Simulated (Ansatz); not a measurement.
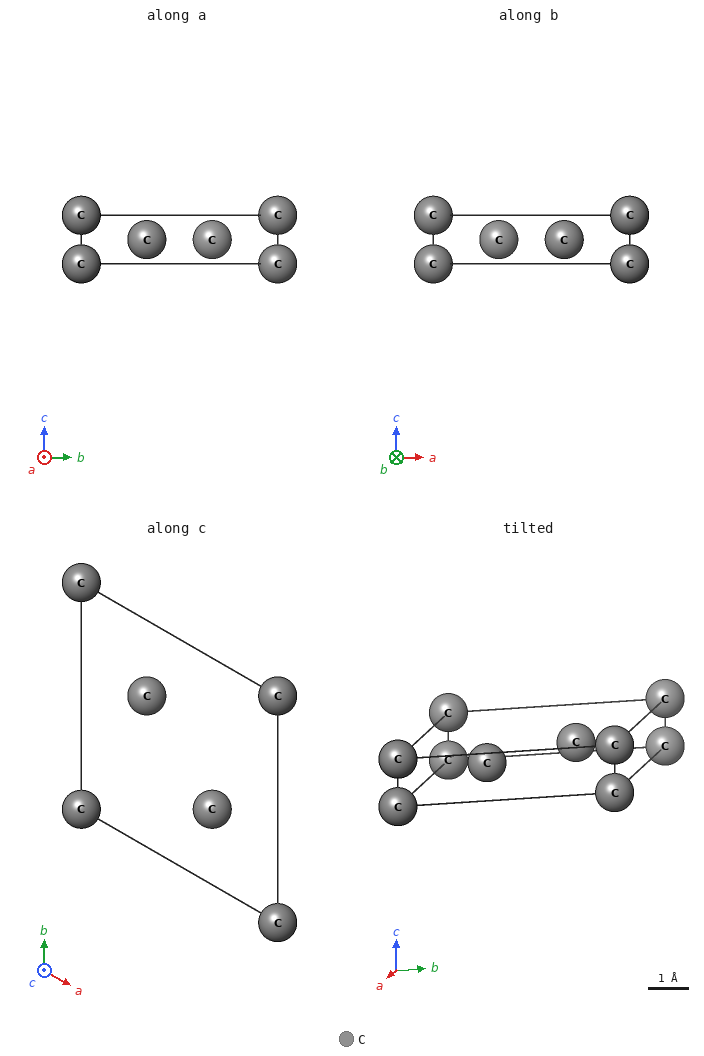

The image is a spheres-only drawing of a crystal, viewed along the a axis, along the b axis, along the c axis and slightly off an axis. The conventional unit cell is outlined; an atom on or near a face, edge or corner is repeated at each equivalent position.

Lattice parameters: a = 5.700 Å, b = 5.700 Å, c = 1.223 Å, α = 90.00°, β = 90.00°, γ = 120.00°.

Express the structure as a table of Wyckoff sites.

Answer. Space group P6/mmm (No. 191).
| atom | site | x | y | z |
| --- | --- | --- | --- | --- |
| C | 1a | 0.0000 | 0.0000 | 0.0000 |
| C | 2d | 0.3333 | 0.6667 | 0.5000 |

Provenance: a structure type filled with this element by a generator (whether the element takes this form wasn't checked). Earlier steps of the study may have refined or changed the cell and positions. Ansatz was used for an electronic-structure calculation on it.

At this level of theory the cell isn't at rest (compressed, at 29 GPa), so its distances can differ from those at equilibrium, the more so the softer the solid.
